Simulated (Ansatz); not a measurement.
# Mending a single-point calculation on WSi2

System: WSi2 (I4/mmm, 12 atoms in the cell).
Method of run A: DFT, PBE, plane waves, PAW, Ueff = 4 eV on Si f (Ansatz 0.2.0).

The structure derives from an entry of the Crystallography Open Database. Text and figures count atoms from 1; the logs count them from 0 in places.

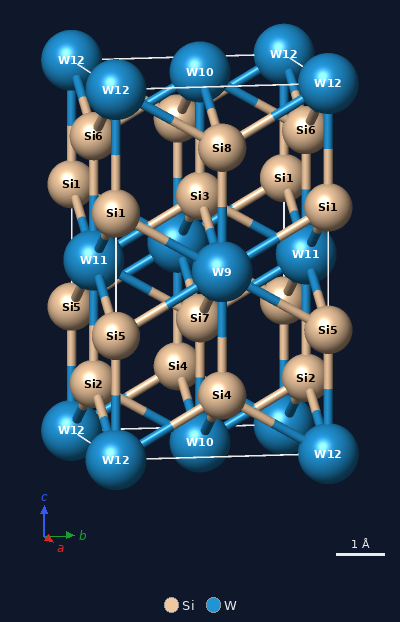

The structure (ball-and-stick view of the cell of the calculation, seen slightly off an axis; atoms are numbered from 1 in the order of the input). An atom can appear more than once, as a periodic image.

**The input, run A**
```yaml
crystal:
  lattice:
    - [3.2289953156, -3.2289953156, 0.0]
    - [-3.2289953156, -3.2289953156, 0.0]
    - [0.0, 0.0, -7.8668278038]
  atoms:
    - { symbol: Si, position: [0.0, 0.0, 0.6654255942] }
    - { symbol: Si, position: [0.5, 0.0, 0.1654255942] }
    - { symbol: Si, position: [0.5, 0.5, 0.6654255942] }
    - { symbol: Si, position: [0.0, 0.5, 0.1654255942] }
    - { symbol: Si, position: [0.0, 0.0, 0.3345744058] }
    - { symbol: Si, position: [0.5, 0.0, 0.8345744058] }
    - { symbol: Si, position: [0.5, 0.5, 0.3345744058] }
    - { symbol: Si, position: [0.0, 0.5, 0.8345744058] }
    - { symbol: W, position: [0.0, 0.5, 0.5] }
    - { symbol: W, position: [0.5, 0.5, 0.0] }
    - { symbol: W, position: [0.5, 1.0, 0.5] }
    - { symbol: W, position: [0.0, 1.0, 0.0] }
basis:
  ecutwfc: 420
  xc_grid: 2
kpoints:
  mp_grid: { grid: [6, 6, 4], shift: [0.5, 0.5, 0.5] }
hamiltonian:
  xc: pbe
  hubbard: { sites: [{ species: Si, l: f, u_eff: 4.0 }] }
scf:
  occupations: { method: gaussian, width: 0.1 }
  max_iter: 100
output:
  forces: true
  eigenvalues: true
  stress: true
```

Launched with:
```bash
ansatz run input.yaml --threads 4 --pin off --max-ram 10240MiB --backend cpu --events-out ev --progress --plain --runs-dir out
```

Hardware: 4 threads of AMD EPYC (Zen 3), 189 GiB of memory available, shared host.

**Output (run A)**
```
Error: inconsistent input (hamiltonian.hubbard.sites[].l, hamiltonian.hubbard.sites[].shell): the file of Si doesn't list 4f, and it can't be added: PBE doesn't bind the shell 4f of the free atom, whose level lies at +1.08 eV. Type an atom or ion with it (hamiltonian.pseudopotentials.projection_atoms), take another file or name another shell
```

Diagnose this run and give a change of the input that cures it.

Answer. This input holds a deliberate fault: a U on a shell that isn't there (`hamiltonian.hubbard`). The program refused the input: “inconsistent input (hamiltonian.hubbard.sites[].l, hamiltonian.hubbard.sites[].shell): the file of Si doesn't list 4f, and it can't be added: PBE doesn't bind the shell 4f of the free atom, whose level lies at +1.08 eV …”

A run of the same system that converges differs from this input as follows (lines with − go, lines with + come):
```diff
-  hubbard: { sites: [{ species: Si, l: f, u_eff: 4.0 }] }
-  max_iter: 100
+  write_density: true
+  write_potential: true
+  elf: true
+  volumetric_format: npy
```

**Output, shortened to warnings, some set-up lines, iterations and results (run B)**
```
Basis set: ecut = 420 eV, 3187 PW (Γ), exchange–correlation on 64×64×108 points (8 copies of the dense FFT grid, shifted against one another)
Symmetry: 64 space group operations
k-points: 12 of 144
Initial density: superposition of atomic densities (neutral atoms: chi_scale 0, normalization atom), corrected by the library's trained network
[...]
SCF iter   1: F=—  HF=-46629.824390 eV  |F-HF|=—  |Δ(HF+E_count)|=         —  Δρ=4.01e-3  dr2=1.28e-2  ethr=1.77e-3  ⟨swp⟩=7.5  Hψ=3001  notcnv=0
SCF iter   2: F=—  HF=-46629.823858 eV  |F-HF|=—  |Δ(HF+E_count)|=   5.32e-4  Δρ=2.22e-3  dr2=4.38e-3  ethr=1.46e-5  ⟨swp⟩=2.1  Hψ=1182  notcnv=0
SCF iter   3: F=—  HF=-46629.824102 eV  |F-HF|=—  |Δ(HF+E_count)|=   2.44e-4  Δρ=3.82e-4  dr2=4.16e-4  ethr=4.98e-6  ⟨swp⟩=2.0  Hψ=910  notcnv=0
SCF iter   4: F=—  HF=-46629.824031 eV  |F-HF|=—  |Δ(HF+E_count)|=   7.10e-5  Δρ=1.61e-4  dr2=5.69e-5  ethr=4.72e-7  ⟨swp⟩=2.1  Hψ=843  notcnv=0
SCF iter   5: F=—  HF=-46629.823774 eV  |F-HF|=—  |Δ(HF+E_count)|=   2.57e-4  Δρ=3.50e-5  dr2=3.42e-6  ethr=6.47e-8  ⟨swp⟩=2.0  Hψ=917  notcnv=0
SCF iter   6: F=—  HF=-46629.823773 eV  |F-HF|=—  |Δ(HF+E_count)|=   6.32e-7  Δρ=1.14e-5  dr2=3.74e-7  ethr=3.89e-9  ⟨swp⟩=2.2  Hψ=863  notcnv=0
SCF iter   7: F=-46629.823773 eV  HF=-46629.823773 eV  |F-HF|=1.82e-8  |Δ(HF+E_count)|=   8.12e-8  Δρ=2.54e-6  dr2=2.12e-8  ethr=1.14e-10  ⟨swp⟩=13.8  Hψ=4467  notcnv=0
SCF 1 converged in 7 iterations: F = -46629.823773 eV  dr2 = 2.12e-8
SCF converged after 7 iterations
Free energy (F): -46629.823773 eV
Harris-Foulkes:  -46629.823773 eV  (|F-HF|=1.82e-8)
Internal energy: -46629.811828 eV  (E = F + TS)
E sigma→0 (E₀):  -46629.817801 eV
Entropy (-TS):   -0.011945 eV (-0.995 meV/atom)
Fermi energy:    16.519538 eV
--- Per-component energies (eV) ---
  E_band       = -342.735383
  E_kinetic    = 2160.537994
  E_local      = -3823.166784  (includes V_loc(G=0)·N_el)
  E_nonlocal   = 201.975688
  E_hartree    = 1496.077035
  E_xc         = -1526.064583
  E_vxc        = -1352.207234  (∫ρ·V_xc dr)
  E_paw        = -38352.996486  (= ΣΔE_a)
  E_vpaw       = -522.039064  (= ΣTr[D̂ρ^β])
  E_aug_tail   = -0.000279  (compensation charges beyond the density's cutoff)
  E_ewald      = -6786.174413
  E_smearing   = -0.011945  (= −TS)
  E_closure    = 0.000000  (closes the sum)
  Σ components = -46629.823773   (vs F -46629.823773, Δ=0.00e0)
--- Forces (eV/Å), atoms counted from 1 ---
  atom   1  Si     0.00000000    -0.00000000    -0.06457788
  atom   2  Si     0.00000000     0.00000000    -0.06457788
  atom   3  Si     0.00000000    -0.00000000    -0.06457788
  atom   4  Si     0.00000000    -0.00000000    -0.06457788
  atom   5  Si    -0.00000000     0.00000000     0.06457788
  atom   6  Si     0.00000000    -0.00000000     0.06457788
  atom   7  Si     0.00000000    -0.00000000     0.06457788
  atom   8  Si    -0.00000000     0.00000000     0.06457788
  atom   9  W     -0.00000000     0.00000000    -0.00000000
  atom  10  W     -0.00000000     0.00000000     0.00000000
  atom  11  W     -0.00000000     0.00000000     0.00000000
  atom  12  W     -0.00000000     0.00000000     0.00000000
  max |Σ_I F_I| component: 1.30e-18 eV/Å
--- Stress (GPa, compression-positive) ---
       -0.127663       0.000000       0.000000
        0.000000      -0.127663       0.000000
       -0.000000      -0.000000       0.478453
  P = ⅓ Tr σ = 0.0744 GPa (0.744 kbar)
```

**The two runs side by side**

```csv
quantity,run A,run B
outcome,refused,converged
free energy per atom (eV),–,−3885.8186
gap on the mesh (eV),–,0.00
pressure (GPa),–,0.07
volume per atom (Å³),–,13.67
largest force (eV/Å),–,0.065
SCF iterations,–,7
irreducible k-points,–,12
plane waves at Γ,–,3187
```

Notes on run B: Spin–orbit coupling is left out, which matters for W.
